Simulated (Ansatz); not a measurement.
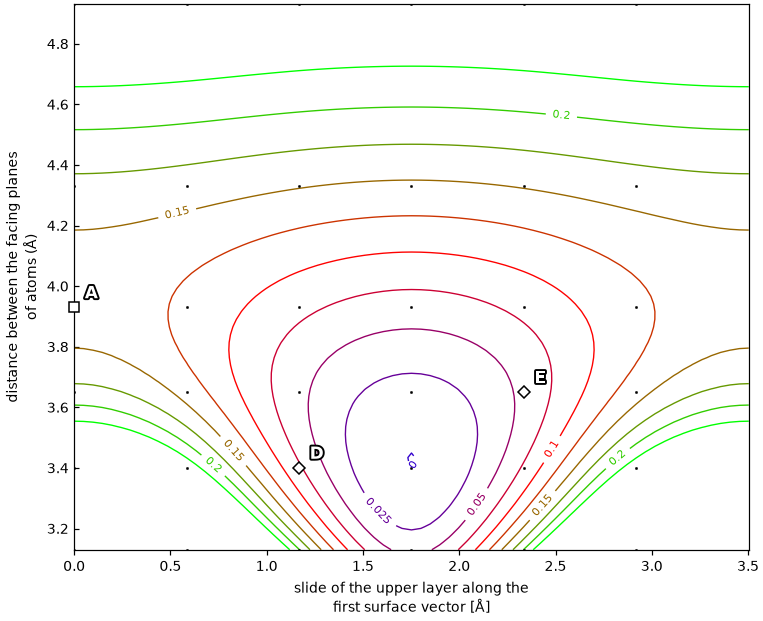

A bilayer of two Te₂Mo sheets (1H type), the upper one turned by 180 degrees about the normal (6 atoms in the cell). The upper layer of a bilayer is slid along a line and lifted, both layers rigid. First axis: slide of the upper layer along the first surface vector, from Te4 above Te3. Second axis: distance between the facing planes of atoms. Grid: 6 × 6 points; 24 points were computed and 12 follow by symmetry. Points are written as (first, second). All energies are given in J/m² relative to the lowest grid point. These are results of DFT PBE+D3(BJ), scalar-relativistic, plane waves, PAW in Ansatz 0.2.0, not measurements. Settings: cutoff 420 eV, k-mesh 9×9×1, gaussian smearing 0.05 eV, no spin polarisation.

In the figure: contour lines labelled in J/m² (none above 0.225), dots at the grid points, lettered points. Between grid points the surface is interpolated.

Question: Is A the lowest point of the computed grid?

Answer: No. A lies 0.139 J/m² above the lowest grid point, which is at (1.75 Å, 3.40 Å).

Question: Rank the lettered points by energy, lowest first.

Answer: E (0.056 J/m²), D (0.079 J/m²), A (0.139 J/m²).

PAW datasets: the set soft_1.
